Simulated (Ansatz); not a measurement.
**Energy of TiB along an even scaling of the cell**

System: TiB (Pnma, 8 atoms in the cell).
Method: Kohn-Sham DFT of a periodic cell, PBEsol, Ansatz PAW, no spin polarisation (Ansatz 0.2.0).

The 5 runs differ only in the geometry, by an even scaling of the cell at fixed fractional positions. The structure derives from an entry of the Crystallography Open Database.

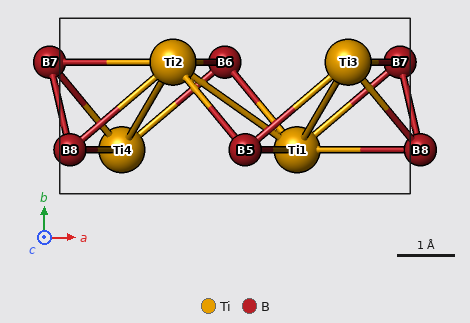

Figure 1. The structure of run 3 (ball-and-stick view of the cell of the calculation, along the c axis; atoms are numbered from 1 in the order of the input).

## Input of run 3
```yaml
crystal:
  lattice:
    - [6.1605309825, 0.0, 0.0]
    - [0.0, 3.0802654913, 0.0]
    - [0.0, 0.0, 4.5901995556]
  atoms:
    - { symbol: Ti, position: [0.677, 0.25, 0.377] }
    - { symbol: Ti, position: [0.323, 0.75, 0.623] }
    - { symbol: Ti, position: [0.823, 0.75, 0.877] }
    - { symbol: Ti, position: [0.177, 0.25, 0.123] }
    - { symbol: B, position: [0.529, 0.25, 0.897] }
    - { symbol: B, position: [0.471, 0.75, 0.103] }
    - { symbol: B, position: [0.971, 0.75, 0.397] }
    - { symbol: B, position: [0.029, 0.25, 0.603] }
hamiltonian:
  xc: pbesol
  pseudopotentials: { kind: paw }
kpoints:
  mp_grid: { grid: [5, 9, 6] }
scf:
  occupations: { method: fermi_dirac, width: 0.05 }
output:
  forces: true
  stress: true
  eigenvalues: true
```

Command:
```bash
ansatz run input.yaml --threads 4 --pin off --max-ram 11264MiB --backend cpu --events-out ev --progress --plain --runs-dir out
```

Lattice vectors (Å) and fractional positions of run 3:
```
   6.160531    0.000000    0.000000
   0.000000    3.080265    0.000000
   0.000000    0.000000    4.590200
Ti  0.677000  0.250000  0.377000
Ti  0.323000  0.750000  0.623000
Ti  0.823000  0.750000  0.877000
Ti  0.177000  0.250000  0.123000
B   0.529000  0.250000  0.897000
B   0.471000  0.750000  0.103000
B   0.971000  0.750000  0.397000
B   0.029000  0.250000  0.603000
```

Run 2 differs from it as follows:
```diff
-    - [6.1605309825, 0.0, 0.0]
-    - [0.0, 3.0802654913, 0.0]
-    - [0.0, 0.0, 4.5901995556]
+    - [6.0789249369, 0.0, 0.0]
+    - [0.0, 3.0394624684, 0.0]
+    - [0.0, 0.0, 4.529395051]
```

## Results, with one run withheld

```csv
run,volume per atom (Å³),"free energy per atom, from the lowest run given (meV)",pressure (GPa)
1,10.034,0.00,8.41
2,10.461,?,?
3,10.888,6.31,−9.57
4,11.101,21.41,−13.04
5,11.315,40.91,−16.17
```

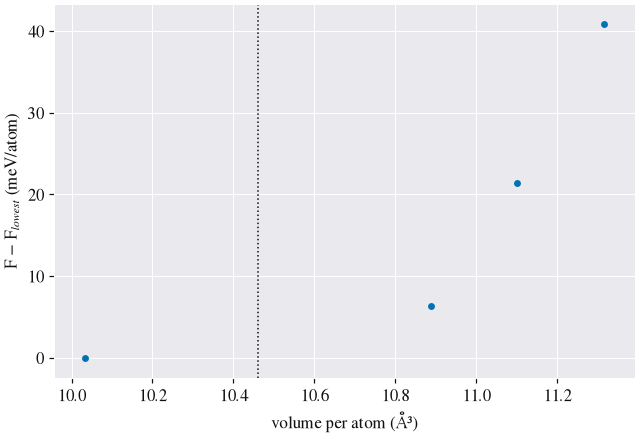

Figure 2. Free energy per atom of the runs given; the dotted line marks run 2.

What should run 2 give?

A quadratic polynomial in V^(−2/3) (the Birch–Murnaghan form), fitted to the 4 runs given, misses them by at most 0.02 meV per atom. With x = V^(−2/3) − 0.20447 Å⁻², it reads F = 2.2859 − 4120.2 x + 3.7211e+05 x² (meV per atom). At run 2 it gives −8.79 meV per atom, and the run itself gives −8.78. The slope of the fit gives a pressure −dF/dV of −1.49 GPa there, and the run prints −1.49 GPa. The fit has its minimum at 10.391 Å³ per atom, where V d²F/dV² gives 225 GPa. Cell shape and fractional positions are held, so this is the stiffness under even scaling; the relaxed bulk modulus wasn't computed.

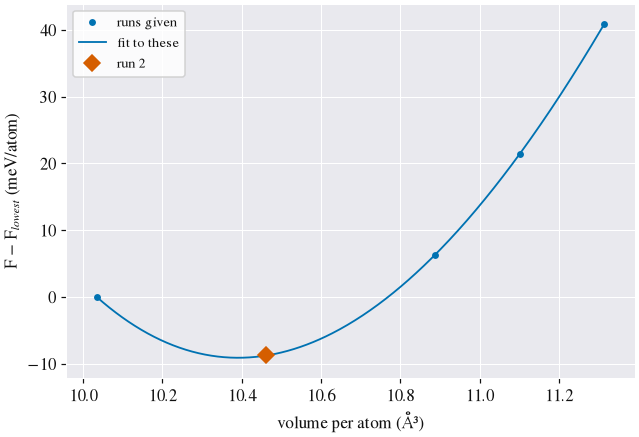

Figure 3. The fit and the withheld run.

## Output, shortened to warnings, some set-up lines, iterations and results (run 2)
```
Basis set: ecut = 420 eV, 1633 PW (Γ), exchange–correlation on 90×48×64 points (8 copies of the dense FFT grid, shifted against one another)
Symmetry: 8 space group operations
k-points: 60 of 270
Initial density: superposition of atomic densities (neutral atoms: chi_scale 0, normalization atom), corrected by the library's trained network
[...]
SCF iter   1: F=—  HF=-10513.407689 eV  |F-HF|=—  |Δ(HF+E_count)|=         —  Δρ=5.62e-3  dr2=3.06e-2  ethr=1.77e-3  ⟨swp⟩=4.4  Hψ=8820  notcnv=0  defer=19
SCF iter   2: F=—  HF=-10513.399579 eV  |F-HF|=—  |Δ(HF+E_count)|=   8.11e-3  Δρ=3.13e-3  dr2=1.05e-2  ethr=5.09e-5  ⟨swp⟩=2.0  Hψ=3113  notcnv=0  defer=95
SCF iter   3: F=—  HF=-10513.396522 eV  |F-HF|=—  |Δ(HF+E_count)|=   3.06e-3  Δρ=2.72e-4  dr2=5.97e-5  ethr=1.75e-5  ⟨swp⟩=2.0  Hψ=3056  notcnv=0  defer=95
SCF iter   4: F=—  HF=-10513.396464 eV  |F-HF|=—  |Δ(HF+E_count)|=   5.75e-5  Δρ=8.23e-5  dr2=7.06e-6  ethr=9.96e-8  ⟨swp⟩=2.7  Hψ=3899  notcnv=0  defer=95
SCF iter   5: F=—  HF=-10513.396462 eV  |F-HF|=—  |Δ(HF+E_count)|=   1.71e-6  Δρ=2.17e-5  dr2=4.50e-7  ethr=1.18e-8  ⟨swp⟩=2.0  Hψ=3045  notcnv=0  defer=95
SCF iter   6: F=-10513.396462 eV  HF=-10513.396462 eV  |F-HF|=8.73e-9  |Δ(HF+E_count)|=   1.39e-7  Δρ=4.89e-6  dr2=1.31e-8  ethr=1.67e-10  ⟨swp⟩=8.3  Hψ=8693  notcnv=0
SCF 1 converged in 6 iterations: F = -10513.396462 eV  dr2 = 1.31e-8
SCF converged after 6 iterations
Free energy (F): -10513.396462 eV
Harris-Foulkes:  -10513.396462 eV  (|F-HF|=8.73e-9)
Internal energy: -10513.362500 eV  (E = F + TS)
E sigma→0 (E₀):  -10513.379481 eV
Entropy (-TS):   -0.033962 eV (-4.245 meV/atom)
Fermi energy:    14.024918 eV
--- Per-component energies (eV) ---
  E_band       = -476.761865
  E_kinetic    = 1291.589073
  E_local      = -3120.410344  (includes V_loc(G=0)·N_el)
  E_nonlocal   = 76.132237
  E_hartree    = 1306.634148
  E_xc         = -521.731958
  E_vxc        = -647.756272  (∫ρ·V_xc dr)
  E_paw        = -4389.889397  (= ΣΔE_a)
  E_vpaw       = -689.580049  (= ΣTr[D̂ρ^β])
  E_aug_tail   = 0.000444  (compensation charges beyond the density's cutoff)
  E_ewald      = -5156.303085
  E_core_change = 0.616381  (= ΣΔE_core)
  E_smearing   = -0.033962  (= −TS)
  E_closure    = -0.000000  (closes the sum)
  Σ components = -10513.396462   (vs F -10513.396462, Δ=0.00e0)
--- Forces (eV/Å), atoms counted from 1 ---
  atom   1  Ti     0.08909515    -0.00000000     0.03341672
  atom   2  Ti    -0.08909515     0.00000000    -0.03341672
  atom   3  Ti    -0.08909515    -0.00000000     0.03341672
  atom   4  Ti     0.08909515    -0.00000000    -0.03341672
  atom   5  B      0.07578186     0.00000000     0.21297976
  atom   6  B     -0.07578186     0.00000000    -0.21297976
  atom   7  B     -0.07578186     0.00000000     0.21297976
  atom   8  B      0.07578186     0.00000000    -0.21297976
  max |Σ_I F_I| component: 4.16e-17 eV/Å
--- Stress (GPa, compression-positive) ---
       -1.814739       0.000000       0.000000
        0.000000      -1.195156       0.000000
        0.000000       0.000000      -1.446274
  P = ⅓ Tr σ = -1.4854 GPa (-14.854 kbar)
```
